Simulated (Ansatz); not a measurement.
# Calculations on Ta

Part 1: Scan

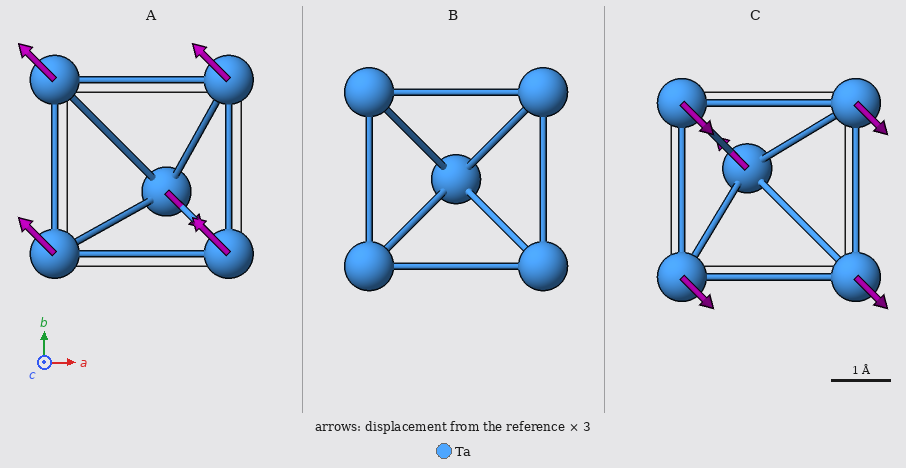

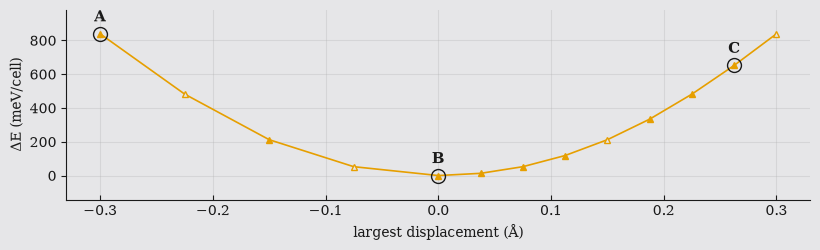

Crystalline Ta (Fm-3m): a normal mode of wave vector (0, 1/2, 1/2) of the primitive cell, folded into a doubled cell, (one arbitrary combination within a set of 2 degenerate modes) is frozen in with the cell fixed, the amplitude being the largest displacement of an atom. The lettered frames are marked on the plot. Hollow markers are points alike by symmetry, not computed again. Style: ball-and-stick. Shown: the cell of the calculation, along the c axis. Purple arrows: displacements from the reference.

Level of theory: DFT r2SCAN, scalar-relativistic, plane waves, PAW (Ansatz). Set-up: plane-wave cutoff 500 eV; k-point mesh 16 × 16 × 12; occupations gaussian; smearing width 0.15 eV; no spin polarisation. Energies (free energies at the smearing named) are counted from the cell as listed in its source, which wasn't relaxed.

Read off the main features of the energy profile.

Answer. The harmonic wavenumber of the mode is 118 cm⁻¹, a stable vibration. The lowest computed point lies at the amplitude 0.00 Å (0 meV/cell). At the ends of the scan the energy is 839 meV/cell (−0.30 Å) and 839 meV/cell (0.30 Å). The well is symmetric. At the highest point the shortest interatomic distance is 2.60 Å, against 2.98 Å in the reference.

Part 2: Scan

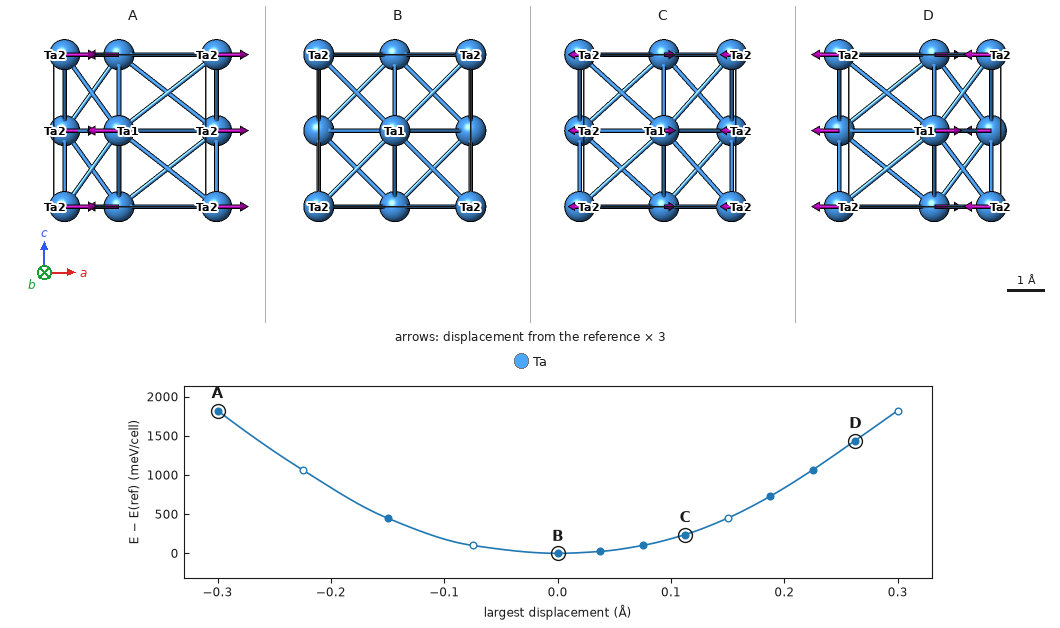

Energy scan for a crystal of Ta (Fm-3m), in which a normal mode of wave vector (0, 1/2, 1/2) of the primitive cell, folded into a doubled cell, is frozen in with the cell fixed, the amplitude being the largest displacement of an atom. The lettered frames are marked on the plot. Hollow markers are points alike by symmetry, not computed again. The picture is a ball-and-stick view of the conventional cell (2 times the calculation's cell), seen along the b axis. Purple arrows: displacements from the reference. Lengths and directions refer to the drawn axes.

All numbers below come from DFT r2SCAN, scalar-relativistic, plane waves, PAW (Ansatz 0.2.0). Set-up: plane-wave cutoff 500 eV; k-point mesh 16 × 16 × 12; occupations gaussian; smearing width 0.15 eV; no spin polarisation. Energies (free energies at the smearing named) are counted from the cell as listed in its source, which wasn't relaxed.

Q: Describe the profile.

A: The harmonic wavenumber of the mode is 160 cm⁻¹, a stable vibration. Of the computed points the lowest is at the amplitude 0.00 Å, 0 meV/cell. At the ends of the scan the energy is 1824 meV/cell (−0.30 Å) and 1824 meV/cell (0.30 Å). The well is symmetric. At the highest point the shortest interatomic distance is 2.60 Å, against 2.98 Å in the reference. The distortion takes the space group from Fm-3m to P4/nmm.

Part 3: Vibrations

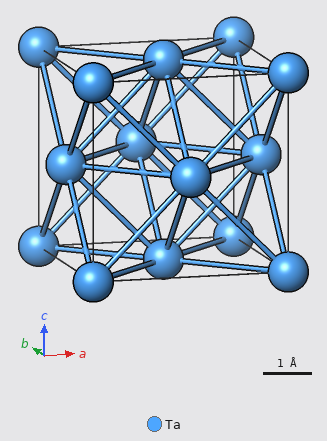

Phonons of a crystal of Ta, space group Fm-3m (No. 225), at the zone centre of a doubled cell. A ball-and-stick model of the conventional cell (2 times the calculation's cell), seen slightly off an axis. Lengths and directions refer to the drawn axes.

The calculation used DFT r2SCAN, scalar-relativistic, plane waves, PAW in Ansatz. Set-up: plane-wave cutoff 500 eV; k-point mesh 16 × 16 × 12; occupations gaussian; smearing width 0.15 eV; no spin polarisation.

> Give the spectrum at this point.

The calculation's cell holds 2 atoms, so there are 3 modes besides the translations, in 2 levels. No level is unstable.

| level | degeneracy | frequency (cm⁻¹) | origin |
| --- | --- | --- | --- |
| 1 | 2 | 118 | zone boundary |
| 2 | 1 | 160 | zone boundary |

The displacement patterns (one member of each degenerate set):

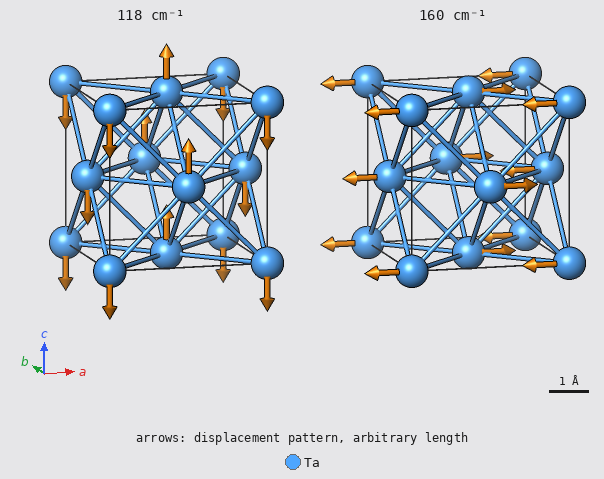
